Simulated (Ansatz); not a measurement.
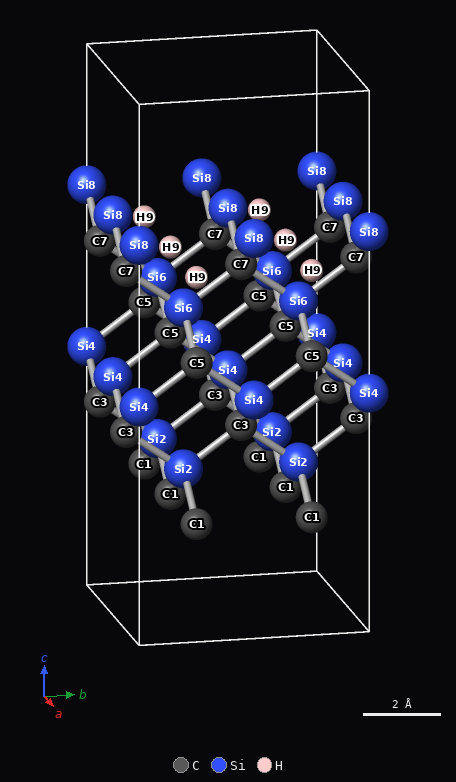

*The structure as given in the input (ball-and-stick view of the 2 × 2 repeat of the cell, with the vacuum cut short, seen slightly off an axis; atoms are numbered from 1 in the order of the input). An atom can appear more than once, as a periodic image.*

# Geometry relaxation of C4HSi4 (part 1 of 5)

The run: geometry relaxation of C4HSi4 (slab, 9 atoms in the cell). Method and program: DFT PBEsol, scalar-relativistic, plane waves, PAW, spin-polarised (Ansatz 0.2.0).

The structure derives from an entry of the Crystallography Open Database. The input holds or restrains some coordinates. Forces given for the steps count only the free coordinates. It belongs to a series of runs on one base structure; here: H put at a bridge Si-Si site. Figures and captions count atoms from 1; the log counts them from 0 in places.

Output
```
Engine: ansatz 0.2.0, x86_64-unknown-linux-gnu
Pseudopotentials: kind: paw
Pseudopotential: C, paw, valence charge 4, recommended cutoff 420 eV (normal), C.paw.azcp
Pseudopotential: Si, paw, valence charge 4, recommended cutoff 420 eV (normal), Si.paw.azcp
Pseudopotential: H, paw, valence charge 1, recommended cutoff 420 eV (normal), H.paw.azcp
Functional definition: PBEsol
  exchange = pbesol_x
  correlation = pbesol_c
Crystal: 9 atoms, lattice volume = 252.669 Å³
Basis set: ecut = 420 eV, 4985 PW (Γ), exchange–correlation on 48×48×360 points (8 copies of the dense FFT grid, shifted against one another)
Bands: 26, of which v1, the nominal top of the filled ones, is band 17 counted from 1 (16 counted from 0)
Symmetry: 4 space group operations
k-points: 25 of 81
Non-local potential: C, projectors of the file, l = 0: 2, l = 1: 2, l = 2: 1
Non-local potential: Si, projectors of the file, l = 0: 2, l = 1: 2, l = 2: 2
Non-local potential: H, projectors of the file, l = 0: 2, l = 1: 1
PAW form: soft (Blöchl's): semilocal exchange-correlation on the pseudo side does not see the compensation charge
PAW frozen core: C, regenerated for the run's functional, and the local potential with it (the file was generated under x = pbe(κ = 0.804, μ = 0.2195149727645171), c = pbe(β = 0.06672455060314922))
PAW frozen core: Si, regenerated for the run's functional, and the local potential with it (the file was generated under x = pbe(κ = 0.804, μ = 0.2195149727645171), c = pbe(β = 0.06672455060314922))
PAW one-centre angular grid: C, 110 points (default); XC on 64 Gauss nodes
PAW one-centre angular grid: Si, 110 points (default); XC on 64 Gauss nodes
PAW one-centre angular grid: H, 110 points (default); XC on 64 Gauss nodes
Initial density: superposition of atomic densities (neutral atoms: chi_scale 0, normalization atom)
Starting moments: Σ|m| = 1 μB on 1 of 9 sites
Initial wavefunctions: pseudopotential atomic-orbital guess
Functional: x = pbesol(κ = 0.804, μ = 0.12345679012345678), c = pbesol(β = 0.046)
```
